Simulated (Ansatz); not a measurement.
Geometry relaxation, with input and output: C (part 1 of 2)

System: C (P6₃/mmc, 4 atoms in the cell).
Method: DFT PBE+D3(BJ), scalar-relativistic, plane waves, PAW, no spin polarisation (Ansatz 0.2.0).

The structure derives from a Materials Project entry. Figures and captions count atoms from 1; the log counts them from 0 in places.

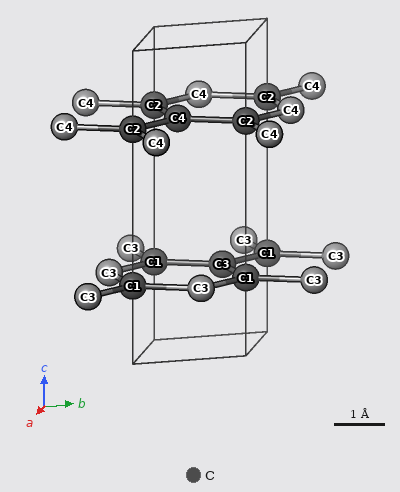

The input geometry (ball-and-stick view of the cell of the calculation, seen slightly off an axis; neighbours outside the cell are drawn fainter; atoms are numbered from 1 in the order of the input). Near neighbours in the crystal (not all of them lie inside the picture): C has 3 C at 1.41 Å.

Input file:
```yaml
crystal:
  lattice:
    - [2.4371540828, 0.0, 0.0]
    - [-1.2185770414, 2.1106373487, 0.0]
    - [0.0, 0.0, 6.4850791265]
  atoms:
    - { symbol: C, position: [0.0, 0.0, 0.25] }
    - { symbol: C, position: [0.0, 0.0, 0.75] }
    - { symbol: C, position: [0.3333333333, 0.6666666667, 0.25] }
    - { symbol: C, position: [0.6666666667, 0.3333333333, 0.75] }
basis:
  ecutwfc: 420
kpoints:
  mp_grid: { grid: [21, 21, 6] }
hamiltonian:
  xc: pbe
  dispersion: d3bj
scf:
  occupations: { method: gaussian, width: 0.1 }
output:
  forces: true
  stress: true
  eigenvalues: true
  write_density: true
  write_potential: true
  elf: true
  volumetric_format: npy
relax:
  adjacent_minimum: "off"
  f_tol: 0.01
  max_steps: 30
  cell: { stress_tol: 0.1, fix: [volume] }
```

Machine: 1 thread of Intel Xeon (Sapphire Rapids), 64 GiB of memory available, shared host.

Launch command:
```bash
ansatz run input.yaml --threads 1 --pin off --max-ram 2560MiB --backend cpu --events-out ev --progress --plain --runs-dir out
```

Output:
```
Engine: ansatz 0.2.0, x86_64-unknown-linux-gnu
Pseudopotentials: kind: paw
Pseudopotential: C, paw, valence charge 4, recommended cutoff 420 eV (normal), C.paw.azcp
Functional definition: PBE
  parameter kappa = 0.804
  parameter beta = 0.06672455060314922
  exchange = pbe_x(kappa = kappa, mu = beta*pi^2/3)
  correlation = pbe_c(beta = beta)
Crystal: 4 atoms, lattice volume = 33.359 Å³
Basis set: ecut = 420 eV, 639 PW (Γ), exchange–correlation on 36×36×90 points (8 copies of the dense FFT grid, shifted against one another)
Bands: 12, of which v1, the nominal top of the filled ones, is band 8 counted from 1 (7 counted from 0)
Symmetry: 24 space group operations
Space group: P63/mmc (ITA 194), of the structure as read, at distance tolerance 3.2e-5 Å
k-points: 192 of 2646
Non-local potential: C, projectors of the file, l = 0: 2, l = 1: 2, l = 2: 1
PAW form: soft (Blöchl's): semilocal exchange-correlation on the pseudo side does not see the compensation charge
PAW one-centre angular grid: C, 110 points (default); XC on 64 Gauss nodes
Initial density: superposition of atomic densities (neutral atoms: chi_scale 0, normalization atom), corrected by the library's trained network
Initial wavefunctions: pseudopotential atomic-orbital guess
Functional: x = pbe(κ = 0.804, μ = 0.2195149727645171), c = pbe(β = 0.06672455060314922)
SCF iter   1: F=—  HF=-1004.294800 eV  |F-HF|=—  |Δ(HF+E_count)|=         —  Δρ=2.47e-3  dr2=1.21e-3  ethr=1.77e-3  ⟨swp⟩=5.4  Hψ=12480  notcnv=0
preconditioner: auto → none  [metal: Δε(μ)=0.022 eV  Ē_g=16.065 eV  σ=0.100 eV  W_gap=0.13  n_scr=4 (ndim 8)  ℏωp=25.7 eV  f_vac=0.000  D(μ)=0.12/eV (n_scr^D=0)  sad-step TF]
SCF iter   2: F=—  HF=-1004.295822 eV  |F-HF|=—  |Δ(HF+E_count)|=   1.02e-3  Δρ=1.43e-3  dr2=4.58e-4  ethr=7.56e-6  ⟨swp⟩=2.5  Hψ=5221  notcnv=0
SCF iter   3: F=—  HF=-1004.296158 eV  |F-HF|=—  |Δ(HF+E_count)|=   3.36e-4  Δρ=2.05e-4  dr2=4.86e-6  ethr=2.86e-6  ⟨swp⟩=2.1  Hψ=3773  notcnv=0
SCF iter   4: F=—  HF=-1004.296162 eV  |F-HF|=—  |Δ(HF+E_count)|=   3.94e-6  Δρ=6.98e-5  dr2=4.55e-7  ethr=3.04e-8  ⟨swp⟩=2.3  Hψ=3758  notcnv=0
iter 5 did not close the SCF: its close was put off for the readings that it lacked (scf_convergence_deferred on its scf_iter line)
SCF iter   5: F=-1004.296162 eV  HF=-1004.296162 eV  |F-HF|=1.50e-8  |Δ(HF+E_count)|=   6.19e-7  Δρ=1.28e-5  dr2=2.81e-8  ethr=2.84e-9  ⟨swp⟩=2.1  Hψ=3669  notcnv=0
SCF iter   6: F=-1004.296162 eV  HF=-1004.296162 eV  |F-HF|=1.77e-10  |Δ(HF+E_count)|=   6.32e-9  Δρ=2.74e-6  dr2=8.08e-10  ethr=1.76e-10  ⟨swp⟩=6.1  Hψ=14003  notcnv=0
SCF 1 converged in 6 iterations: F = -1004.296162 eV  dr2 = 8.08e-10
  greatest PAW one-centre occupation: 0.681 electrons in one spin orbital (limit 2), on the C atom at site 1 (counted from 0), in its partial waves of l = 0
relax step   1: F+E_penalty+E_count = -1004.29616240 eV  Δ(F+E_penalty+E_count) = +0.000e0 eV  max|allowed force component| = 3.238e-16 eV/Å  Δτ_max = 0.0000 Å  P = +11.364 GPa  Ω = 33.359 Å³  fix = [volume]  reactions: volume +11.364 GPa  (6 SCF iters, dr2 threshold 1.00e-7 eV, accepted)
Initial density: handed on by an earlier stage of this run
Initial wavefunctions: those handed on with the density
iter 1 solved again at ethr=2.06e-5 eV; its pass at ethr=3.10e-3 eV (dr2=3.30e-3 eV) is discarded
SCF iter   1: F=—  HF=-1004.323664 eV  |F-HF|=—  |Δ(HF+E_count)|=         —  Δρ=3.76e-3  dr2=2.98e-3  ethr=2.06e-5  ⟨swp⟩=2.1  Hψ=18787  notcnv=0
preconditioner: auto → none  [metal: Δε(μ)=0.017 eV  Ē_g=15.879 eV  σ=0.100 eV  W_gap=0.09  n_scr=4 (ndim 8)  ℏωp=25.7 eV  f_vac=0.000  D(μ)=0.12/eV (n_scr^D=0)]
SCF iter   2: F=—  HF=-1004.322868 eV  |F-HF|=—  |Δ(HF+E_count)|=   7.95e-4  Δρ=1.51e-3  dr2=3.62e-4  ethr=1.86e-5  ⟨swp⟩=2.8  Hψ=3826  notcnv=0
SCF iter   3: F=—  HF=-1004.322856 eV  |F-HF|=—  |Δ(HF+E_count)|=   1.25e-5  Δρ=2.13e-4  dr2=4.77e-6  ethr=2.26e-6  ⟨swp⟩=2.5  Hψ=3921  notcnv=0
iter 4 did not close the SCF: its close was put off for the readings that it lacked (scf_convergence_deferred on its scf_iter line)
SCF iter   4: F=-1004.322860 eV  HF=-1004.322860 eV  |F-HF|=5.22e-9  |Δ(HF+E_count)|=   4.09e-6  Δρ=5.34e-6  dr2=3.52e-9  ethr=2.98e-8  ⟨swp⟩=2.7  Hψ=3942  notcnv=0
iter 5 did not close the SCF: its close was put off for the readings that it lacked (scf_convergence_deferred on its scf_iter line)
SCF iter   5: F=-1004.322860 eV  HF=-1004.322860 eV  |F-HF|=1.18e-10  |Δ(HF+E_count)|=   5.05e-9  Δρ=8.26e-7  dr2=9.23e-11  ethr=2.20e-11  ⟨swp⟩=2.1  Hψ=3886  notcnv=0
SCF iter   6: F=-1004.322860 eV  HF=-1004.322860 eV  |F-HF|=1.59e-12  |Δ(HF+E_count)|=  1.47e-10  Δρ=1.38e-7  dr2=4.89e-12  ethr=1.00e-12  ⟨swp⟩=4.8  Hψ=11779  notcnv=0
SCF 2 converged in 6 iterations: F = -1004.322860 eV  dr2 = 4.89e-12
  greatest PAW one-centre occupation: 0.676 electrons in one spin orbital (limit 2), on the C atom at site 1 (counted from 0), in its partial waves of l = 0
relax step   2: F+E_penalty+E_count = -1004.32286003 eV  Δ(F+E_penalty+E_count) = -2.670e-2 eV  max|allowed force component| = 6.106e-16 eV/Å  Δτ_max = 0.0000 Å  P = +4.741 GPa  Ω = 33.359 Å³  energy of the carried Pulay correction = +2.994e-4 eV  fix = [volume]  reactions: volume +4.741 GPa  (6 SCF iters, dr2 threshold 4.00e-7 eV, accepted)
iter 1 solved again at ethr=1.25e-6 eV; its pass at ethr=3.10e-3 eV (dr2=2.00e-4 eV) is discarded
SCF iter   1: F=—  HF=-1004.324512 eV  |F-HF|=—  |Δ(HF+E_count)|=         —  Δρ=1.13e-3  dr2=2.72e-4  ethr=1.25e-6  ⟨swp⟩=2.2  Hψ=18094  notcnv=0
preconditioner: auto → none  [metal: Δε(μ)=0.015 eV  Ē_g=15.845 eV  σ=0.100 eV  W_gap=0.08  n_scr=4 (ndim 8)  ℏωp=25.7 eV  f_vac=0.000  D(μ)=0.11/eV (n_scr^D=0)]
SCF iter   2: F=—  HF=-1004.324442 eV  |F-HF|=—  |Δ(HF+E_count)|=   7.01e-5  Δρ=4.51e-4  dr2=3.23e-5  ethr=1.25e-6  ⟨swp⟩=2.7  Hψ=3848  notcnv=0
SCF iter   3: F=—  HF=-1004.324440 eV  |F-HF|=—  |Δ(HF+E_count)|=   1.73e-6  Δρ=6.55e-5  dr2=4.32e-7  ethr=2.02e-7  ⟨swp⟩=2.5  Hψ=3894  notcnv=0
iter 4 did not close the SCF: its close was put off for the readings that it lacked (scf_convergence_deferred on its scf_iter line)
SCF iter   4: F=-1004.324440 eV  HF=-1004.324440 eV  |F-HF|=4.18e-10  |Δ(HF+E_count)|=   3.80e-7  Δρ=1.76e-6  dr2=6.27e-10  ethr=2.70e-9  ⟨swp⟩=2.7  Hψ=3886  notcnv=0
iter 5 did not close the SCF: its close was put off for the readings that it lacked (scf_convergence_deferred on its scf_iter line)
SCF iter   5: F=-1004.324440 eV  HF=-1004.324440 eV  |F-HF|=1.42e-11  |Δ(HF+E_count)|=  4.35e-10  Δρ=3.04e-7  dr2=1.21e-11  ethr=3.92e-12  ⟨swp⟩=2.1  Hψ=3829  notcnv=0
SCF iter   6: F=-1004.324440 eV  HF=-1004.324440 eV  |F-HF|=2.27e-13  |Δ(HF+E_count)|=  1.78e-11  Δρ=5.95e-8  dr2=8.61e-13  ethr=1.00e-12  ⟨swp⟩=5.0  Hψ=10677  notcnv=0
SCF 3 converged in 6 iterations: F = -1004.324440 eV  dr2 = 8.61e-13
  greatest PAW one-centre occupation: 0.675 electrons in one spin orbital (limit 2), on the C atom at site 1 (counted from 0), in its partial waves of l = 0
relax step   3: F+E_penalty+E_count = -1004.32444028 eV  Δ(F+E_penalty+E_count) = -1.580e-3 eV  max|allowed force component| = 6.291e-16 eV/Å  Δτ_max = 0.0000 Å  P = +2.801 GPa  Ω = 33.359 Å³  energy of the carried Pulay correction = +3.888e-4 eV  fix = [volume]  reactions: volume +2.801 GPa  (6 SCF iters, dr2 threshold 4.00e-7 eV, accepted)
Initial wavefunctions: pseudopotential atomic-orbital guess (no wavefunctions were taken with the density)
iter 1 solved again at ethr=1.44e-7 eV; its pass at ethr=3.10e-3 eV (dr2=2.31e-5 eV) is discarded
SCF iter   1: F=—  HF=-1004.324456 eV  |F-HF|=—  |Δ(HF+E_count)|=         —  Δρ=1.08e-4  dr2=4.43e-7  ethr=1.44e-7  ⟨swp⟩=3.5  Hψ=19142  notcnv=0
preconditioner: auto → none  [metal: Δε(μ)=0.017 eV  Ē_g=15.850 eV  σ=0.100 eV  W_gap=0.09  n_scr=4 (ndim 8)  ℏωp=25.7 eV  f_vac=0.000  D(μ)=0.11/eV (n_scr^D=0)]
SCF iter   2: F=—  HF=-1004.324464 eV  |F-HF|=—  |Δ(HF+E_count)|=   7.41e-6  Δρ=5.56e-5  dr2=1.13e-7  ethr=2.77e-9  ⟨swp⟩=2.8  Hψ=3851  notcnv=0
SCF iter   3: F=—  HF=-1004.324465 eV  |F-HF|=—  |Δ(HF+E_count)|=   1.12e-6  Δρ=1.21e-6  dr2=1.81e-10  ethr=7.06e-10  ⟨swp⟩=2.1  Hψ=3833  notcnv=0
iter 4 did not close the SCF: its close was put off for the readings that it lacked (scf_convergence_deferred on its scf_iter line)
SCF iter   4: F=-1004.324465 eV  HF=-1004.324465 eV  |F-HF|=2.47e-11  |Δ(HF+E_count)|=  4.46e-10  Δρ=2.85e-7  dr2=1.23e-11  ethr=1.13e-12  ⟨swp⟩=2.0  Hψ=3818  notcnv=0
iter 5 did not close the SCF: its close was put off for the readings that it lacked (scf_convergence_deferred on its scf_iter line)
SCF iter   5: F=-1004.324465 eV  HF=-1004.324465 eV  |F-HF|=2.27e-13  |Δ(HF+E_count)|=  2.65e-11  Δρ=2.14e-8  dr2=1.09e-13  ethr=1.00e-12  ⟨swp⟩=1.1  Hψ=2324  notcnv=0
iter 6 did not close the SCF: its close was put off for the readings that it lacked (scf_convergence_deferred on its scf_iter line)
SCF iter   6: F=-1004.324465 eV  HF=-1004.324465 eV  |F-HF|=2.27e-13  |Δ(HF+E_count)|=  6.82e-13  Δρ=7.27e-9  dr2=1.34e-14  ethr=1.00e-12  ⟨swp⟩=1.0  Hψ=2304  notcnv=0
iter 7 did not close the SCF: its close was put off for the readings that it lacked (scf_convergence_deferred on its scf_iter line)
SCF iter   7: F=-1004.324465 eV  HF=-1004.324465 eV  |F-HF|=2.27e-13  |Δ(HF+E_count)|=  2.27e-13  Δρ=3.09e-9  dr2=2.12e-15  ethr=1.00e-12  ⟨swp⟩=1.0  Hψ=2304  notcnv=0
SCF iter   8: F=-1004.324465 eV  HF=-1004.324465 eV  |F-HF|=3.41e-13  |Δ(HF+E_count)|=  1.14e-13  Δρ=9.17e-10  dr2=1.90e-16  ethr=1.00e-12  ⟨swp⟩=2.9  Hψ=7787  notcnv=0
SCF 4 converged in 8 iterations: F = -1004.324465 eV  dr2 = 1.90e-16
relax step   4: F+E_penalty+E_count = -1004.32446470 eV  Δ(F+E_penalty+E_count) = -2.441e-5 eV  max|allowed force component| = 6.661e-16 eV/Å  Δτ_max = 0.0000 Å  P = +2.798 GPa  Ω = 33.359 Å³  fix = [volume]  reactions: volume +2.798 GPa  stress off target by 1.43e-1 GPa on what of the cell is left free  SCF on the basis re-selected at this cell (its energy is not comparable with the rows above)  (8 SCF iters)
basis re-selected at this cell: Δ(F+E_penalty+E_count) = -2.441e-5 eV, ΔP = -0.003 GPa vs the last step (what re-selecting the basis moved, of the pressure what is left beyond the Pulay correction that the steps carried, after the strain that the cell walked since its last selection, with what the two solves' SCF thresholds leave and, on support functions, any second-order correction that the steps lacked; it is no measure of the basis error at this ecutwfc). This SCF's stress stands 1.43e-1 GPa from its target on what of the cell is left free (relax.cell.stress_tol is 1.00e-1 GPa) and its largest allowed force component is 6.66e-16 eV/Å (relax.f_tol is 1.00e-2 eV/Å): not within both, so this SCF does not close the relaxation
iter 1 solved again at ethr=5.14e-9 eV; its pass at ethr=3.10e-3 eV (dr2=8.22e-7 eV) is discarded
SCF iter   1: F=—  HF=-1004.324472 eV  |F-HF|=—  |Δ(HF+E_count)|=         —  Δρ=7.23e-5  dr2=1.12e-6  ethr=5.14e-9  ⟨swp⟩=2.2  Hψ=17923  notcnv=0
preconditioner: auto → none  [metal: Δε(μ)=0.017 eV  Ē_g=15.847 eV  σ=0.100 eV  W_gap=0.09  n_scr=4 (ndim 8)  ℏωp=25.7 eV  f_vac=0.000  D(μ)=0.11/eV (n_scr^D=0)]
SCF iter   2: F=—  HF=-1004.324475 eV  |F-HF|=—  |Δ(HF+E_count)|=   3.74e-6  Δρ=2.89e-5  dr2=1.34e-7  ethr=5.14e-9  ⟨swp⟩=2.6  Hψ=3843  notcnv=0
iter 3 did not close the SCF: its close was put off for the readings that it lacked (scf_convergence_deferred on its scf_iter line)
SCF iter   3: F=-1004.324475 eV  HF=-1004.324475 eV  |F-HF|=1.50e-9  |Δ(HF+E_count)|=   7.40e-9  Δρ=4.18e-6  dr2=1.76e-9  ethr=8.35e-10  ⟨swp⟩=2.5  Hψ=3886  notcnv=0
iter 4 did not close the SCF: its close was put off for the readings that it lacked (scf_convergence_deferred on its scf_iter line)
SCF iter   4: F=-1004.324475 eV  HF=-1004.324475 eV  |F-HF|=1.71e-12  |Δ(HF+E_count)|=   1.53e-9  Δρ=1.17e-7  dr2=2.59e-12  ethr=1.10e-11  ⟨swp⟩=2.7  Hψ=3905  notcnv=0
iter 5 did not close the SCF: its close was put off for the readings that it lacked (scf_convergence_deferred on its scf_iter line)
SCF iter   5: F=-1004.324475 eV  HF=-1004.324475 eV  |F-HF|=4.55e-13  |Δ(HF+E_count)|=  3.18e-12  Δρ=2.32e-8  dr2=1.06e-13  ethr=1.00e-12  ⟨swp⟩=1.0  Hψ=2309  notcnv=0
iter 6 did not close the SCF: its close was put off for the readings that it lacked (scf_convergence_deferred on its scf_iter line)
SCF iter   6: F=-1004.324475 eV  HF=-1004.324475 eV  |F-HF|=1.14e-13  |Δ(HF+E_count)|=  1.14e-13  Δρ=1.11e-8  dr2=3.16e-14  ethr=1.00e-12  ⟨swp⟩=1.0  Hψ=2304  notcnv=0
SCF iter   7: F=-1004.324475 eV  HF=-1004.324475 eV  |F-HF|=2.27e-13  |Δ(HF+E_count)|=  5.68e-13  Δρ=1.96e-9  dr2=5.53e-16  ethr=1.00e-12  ⟨swp⟩=3.2  Hψ=8253  notcnv=0
SCF 5 converged in 7 iterations: F = -1004.324475 eV  dr2 = 5.53e-16
relax step   5: F+E_penalty+E_count = -1004.32447527 eV  Δ(F+E_penalty+E_count) = -1.057e-5 eV  max|allowed force component| = 1.490e-15 eV/Å  Δτ_max = 0.0000 Å  P = +2.675 GPa  Ω = 33.359 Å³  energy of the carried Pulay correction = +4.461e-6 eV  fix = [volume]  reactions: volume +2.675 GPa  (7 SCF iters, accepted)
iter 1 solved again at ethr=1.33e-7 eV; its pass at ethr=3.10e-3 eV (dr2=2.13e-5 eV) is discarded
```
